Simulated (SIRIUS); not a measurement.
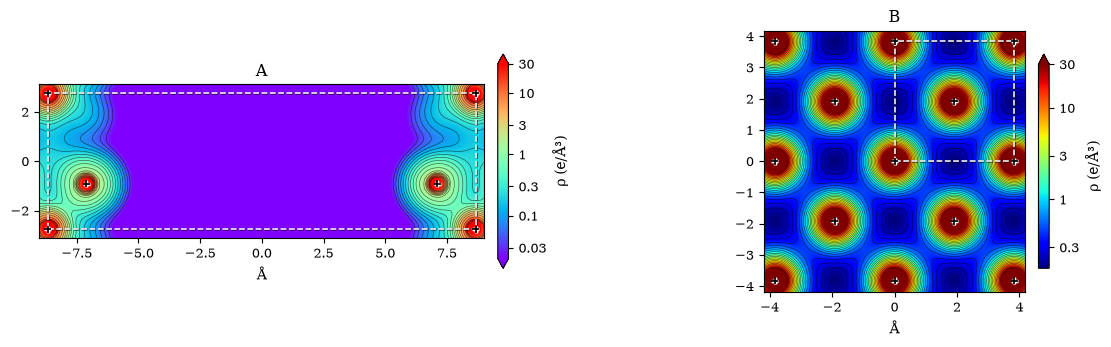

The total electron density of 2 systems, each on a plane through atoms (crosses mark nuclei in the plane).

Level of theory: SIRIUS, Kohn-Sham DFT of a periodic cell, PBEsol, all-electron FP-LAPW.

System 1: Ir, the (100) plane of the conventional cell. Space group Fm-3m.

```
Ir
1.0
     3.83120    0.00000    0.00000
     0.00000    3.83120    0.00000
     0.00000    0.00000    3.83120
Ir
4
Direct
  0.00000 0.00000 0.00000
  0.50000 0.50000 0.00000
  0.50000 0.00000 0.50000
  0.00000 0.50000 0.50000
```

System 2: MoS$_{2}$, the (110) plane of the conventional cell. Space group P-6m2; a structure from a database of computed crystals, not necessarily the ambient phase.

```cif
data_structure
_symmetry_space_group_name_H-M 'P 1'
_symmetry_Int_Tables_number 1
_cell_length_a 3.1841
_cell_length_b 3.1841
_cell_length_c 17.3346
_cell_angle_alpha 90.000
_cell_angle_beta 90.000
_cell_angle_gamma 120.000
_cell_volume 152.20
loop_
_atom_site_label
_atom_site_type_symbol
_atom_site_fract_x
_atom_site_fract_y
_atom_site_fract_z
_atom_site_occupancy
Mo1 Mo 0.00000 0.00000 0.00000 1
S1 S 0.33333 0.66667 0.91051 1
S2 S 0.33333 0.66667 0.08949 1
```

### Which map belongs to which system?

Panel A is system 2, MoS$_{2}$: the plane holds Mo and S. Mo–S (2.41 Å): ρ is about 0.6 e/Å³ halfway. Panel B is system 1, Ir: the plane holds Ir. Ir–Ir (2.71 Å): the density is about 0.46 e/Å³ at the midpoint.
